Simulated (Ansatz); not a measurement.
Input

```
crystal:
  lattice:
    - [-4.781620989, -4.601116942, 7.4744493696]
    - [6.375494652, -1.8404467768, 7.4744493696]
    - [-1.593873663, 6.4415637188, 7.4744493696]
  atoms:
    - { symbol: W, position: [0.6934098184, 0.0782311087, 0.2317468631] }
    - { symbol: W, position: [0.0018346242, 0.00216972, 0.0002032763] }
    - { symbol: W, position: [0.4618689734, 0.386655582, 0.1556843228] }
    - { symbol: W, position: [0.9242361141, 0.7668617601, 0.309498704] }
    - { symbol: W, position: [0.3820386364, 0.155982667, 0.4625728217] }
    - { symbol: W, position: [0.8516252371, 0.5300894611, 0.6128857718], spin: 0.333 }
    - { symbol: W, position: [0.7711656055, 0.3090567749, 0.9203780538] }
    - { symbol: W, position: [0.2326728331, 0.6930136555, 0.0798447382] }
    - { symbol: W, position: [0.1476724847, 0.4584083272, 0.3867945713], spin: 0.333 }
    - { symbol: W, position: [0.617347929, 0.8466857087, 0.5401718953] }
    - { symbol: W, position: [0.0704276164, 0.2379975349, 0.6836176573], spin: 0.333 }
    - { symbol: W, position: [0.5415163371, 0.6174915692, 0.8465283621] }
    - { symbol: W, position: [0.3081917931, 0.9263324529, 0.7710077834] }
    - { symbol: S, position: [0.3954139466, 0.4052704364, 0.4090299286] }
    - { symbol: S, position: [0.8706945873, 0.7802301235, 0.5587852437] }
    - { symbol: S, position: [0.3200410799, 0.1813599553, 0.7088983323] }
    - { symbol: S, position: [0.7965437429, 0.5553825018, 0.8583807119] }
    - { symbol: S, position: [0.2504904785, 0.9436847523, 0.0214421595] }
    - { symbol: S, position: [0.1705659483, 0.7048689409, 0.3348693336] }
    - { symbol: S, position: [0.6332897329, 0.0975768517, 0.4813552378] }
    - { symbol: S, position: [0.5588659246, 0.8679285903, 0.7888228462] }
    - { symbol: S, position: [0.020450379, 0.255510623, 0.9337477809] }
    - { symbol: S, position: [0.4831071049, 0.6353107858, 0.0972027161] }
    - { symbol: S, position: [0.9430151045, 0.0181119831, 0.2510946832] }
    - { symbol: S, position: [0.7127582995, 0.327836197, 0.1716299651] }
    - { symbol: S, position: [0.9518893061, 0.3367067933, 0.4902232924] }
    - { symbol: S, position: [0.2619805124, 0.2655331718, 0.2627114892] }
    - { symbol: S, position: [0.72437807, 0.6467949814, 0.4190507497] }
    - { symbol: S, position: [0.1844506866, 0.0330119542, 0.5732010664] }
    - { symbol: S, position: [0.6481992527, 0.4196819226, 0.7227923053] }
    - { symbol: S, position: [0.1118988008, 0.8031625561, 0.8809485306] }
    - { symbol: S, position: [0.0348669297, 0.5692755374, 0.1865292962] }
    - { symbol: S, position: [0.4953174267, 0.956431333, 0.3419472059] }
    - { symbol: S, position: [0.4183408705, 0.7274323365, 0.65023761] }
    - { symbol: S, position: [0.8807086011, 0.1091944656, 0.8003157023] }
    - { symbol: S, position: [0.3426181262, 0.4967198245, 0.9566742493] }
    - { symbol: S, position: [0.803609498, 0.880139267, 0.1099481417] }
    - { symbol: S, position: [0.5716108507, 0.1884326678, 0.0336514833] }
  host:
    lattice:
      - [1.593873663, 0.9202233884, 7.4744493696]
      - [-1.593873663, 0.9202233884, 7.4744493696]
      - [0.0, -1.8404467768, 7.4744493696]
    atoms:
      - { symbol: W, position: [0.0006774491, 0.0006774491, 0.0006774491] }
      - { symbol: S, position: [0.4040742703, 0.4040742703, 0.4040742703] }
      - { symbol: S, position: [0.2639482806, 0.2639482806, 0.2639482806] }
total_charge: 1
basis:
  ecutwfc: 420
  xc_grid: 2
kpoints:
  mp_grid: { grid: [2, 2, 2], shift: [0.5, 0.5, 0.5] }
hamiltonian:
  xc: pbe
scf:
  occupations: { method: gaussian, width: 0.01 }
output:
  forces: true
  stress: false
  eigenvalues: true
  populations: true
  charged_corrections:
    defect_position: [0.09638196, 0.48099735, 0.6348435]
    epsilon: [[11.5894, 0.0, 0.0], [0.0, 11.5894, 0.0], [0.0, 0.0, 3.2073]]
  write_density: true
  write_potential: true
  elf: true
  volumetric_format: npy
magnetization:
  spin_polarized: true
relax:
  adjacent_minimum: "off"
  f_tol: 0.025
  max_steps: 45
```

Command:

```sh
ansatz run input.yaml --threads 4 --pin off --max-ram 10240MiB --backend cpu --events-out ev --progress --plain --runs-dir out
```

The fields are those of the run's last geometry, not of the input's.

Spin-polarised.

Theory: Ansatz 0.2.0, DFT PBE, scalar-relativistic, plane waves, PAW.

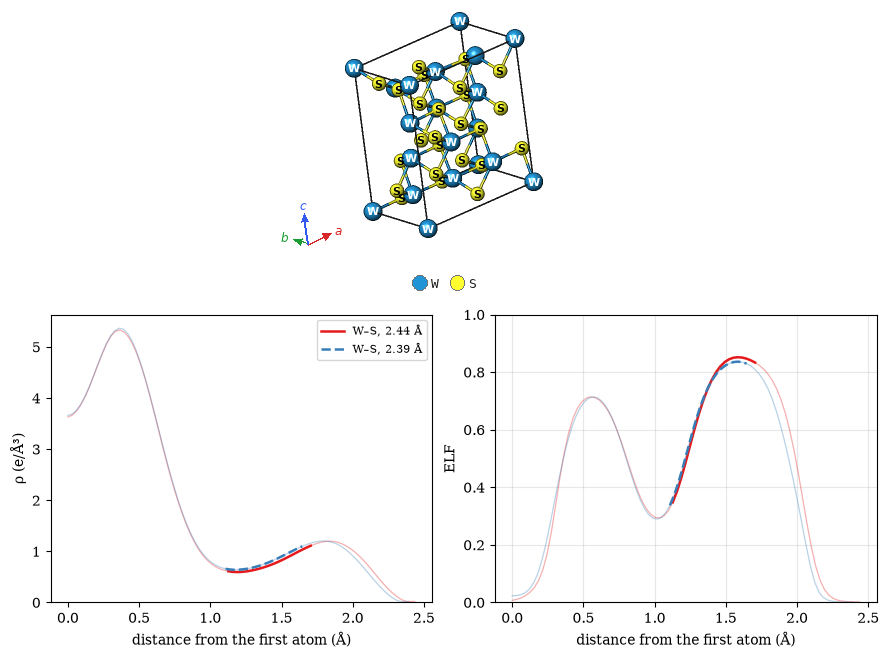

W13S25 (cell charge +1, with a compensating background) (cell with a defect). Valence electron density and electron localisation function along straight lines between neighbouring atoms. Thin, pale parts lie inside the atomic spheres. The structure is drawn too.

The density is the valence pseudo-density of a PAW calculation; it isn't the true density close to the nuclei.

Q: Compare the contacts.

A: W–S (2.44 Å): ρ is about 0.6 e/Å³ halfway; the ELF peaks at about 0.85 in the valence shell of S, 0.9 Å from its nucleus, and is about 0.50 at the midpoint.
W–S (2.39 Å): ρ is about 0.64 e/Å³ halfway; the ELF peaks at about 0.85 in the valence shell of S, 0.8 Å from its nucleus, and is about 0.45 at the midpoint.
